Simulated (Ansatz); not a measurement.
Consider Ir (interface cell).

Input

```
crystal:
  lattice:
    - [2.7084020135, 0.0, 0.0]
    - [-1.3542010068, 4.4913766301, 0.0]
    - [0.0, 0.0, 25.7070629762]
  atoms:
    - { symbol: Ir, position: [0.1818181818, 0.3636363636, 0.0898032628] }
    - { symbol: Ir, position: [0.3636363636, 0.7272727273, 0.224575543] }
    - { symbol: Ir, position: [0.4545454545, 0.9090909091, 0.0448791693] }
    - { symbol: Ir, position: [0.0909090909, 0.1818181818, 0.2694996365] }
    - { symbol: Ir, position: [0.2727272727, 0.5454545455, 0.4042719168] }
    - { symbol: Ir, position: [0.6363636364, 0.2727272727, 0.1796514496] }
    - { symbol: Ir, position: [0.8181818182, 0.6363636364, 0.3144237299] }
    - { symbol: Ir, position: [0.9090909091, 0.8181818182, 0.1347273562] }
    - { symbol: Ir, position: [0.5454545455, 0.0909090909, 0.3593478233] }
    - { symbol: Ir, position: [0.0, 0.0, 0.4491960102] }
    - { symbol: Ir, position: [0.9772727273, 0.4545454545, 0.4970825139] }
    - { symbol: Ir, position: [0.6818181818, 0.3636363636, 0.904361765] }
    - { symbol: Ir, position: [0.8636363636, 0.7272727273, 0.7695894847] }
    - { symbol: Ir, position: [0.9545454545, 0.9090909091, 0.9492858584] }
    - { symbol: Ir, position: [0.5909090909, 0.1818181818, 0.7246653912] }
    - { symbol: Ir, position: [0.7727272727, 0.5454545455, 0.589893111] }
    - { symbol: Ir, position: [0.1363636364, 0.2727272727, 0.8145135781] }
    - { symbol: Ir, position: [0.3181818182, 0.6363636364, 0.6797412978] }
    - { symbol: Ir, position: [0.4090909091, 0.8181818182, 0.8594376715] }
    - { symbol: Ir, position: [0.0454545455, 0.0909090909, 0.6348172044] }
    - { symbol: Ir, position: [0.5, 0.0, 0.5449690175] }
basis:
  ecutwfc: 420
kpoints:
  mp_grid: { grid: [14, 14, 2] }
hamiltonian:
  xc: pbesol
scf:
  occupations: { method: gaussian, width: 0.1 }
output:
  forces: true
  stress: true
  eigenvalues: true
  populations: true
  write_density: true
  write_potential: true
  elf: true
  volumetric_format: npy
relax:
  adjacent_minimum: "off"
  f_tol: 0.02
  max_steps: 60
  cell: { fix: [a, b, alpha, beta, gamma], stress_tol: 0.1 }
```

Run with:

```sh
ansatz run input.yaml --threads 4 --pin off --max-ram 11264MiB --backend cpu --events-out ev --progress --plain --runs-dir out
```

The fields are those of the run's last geometry, not of the input's.

Computed pressure about −2 GPa in this cell; computed without spin polarisation.

Method: DFT PBEsol, scalar-relativistic, plane waves, PAW (Ansatz 0.2.0).

Predict the valence pseudo-density and electron localisation function between the atoms.

Ir–Ir (2.71 Å): ρ at the midpoint is about 0.45 e/Å³; the ELF is about 0.35 at the midpoint.

Metal or insulator at this level of theory?

It is gapless in this calculation (a metal or semimetal).

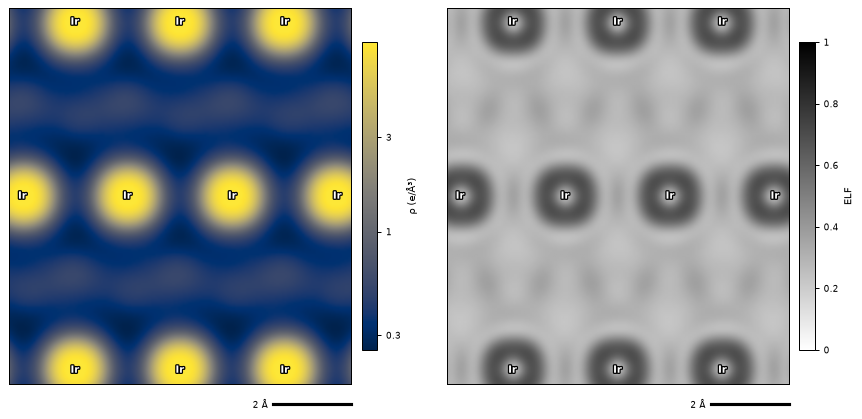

Computed valence pseudo-density and electron localisation function on the (001) plane of the calculation cell, in this order. 

Core electrons are frozen (PAW), and the valence fields are smoothed inside the atomic spheres.
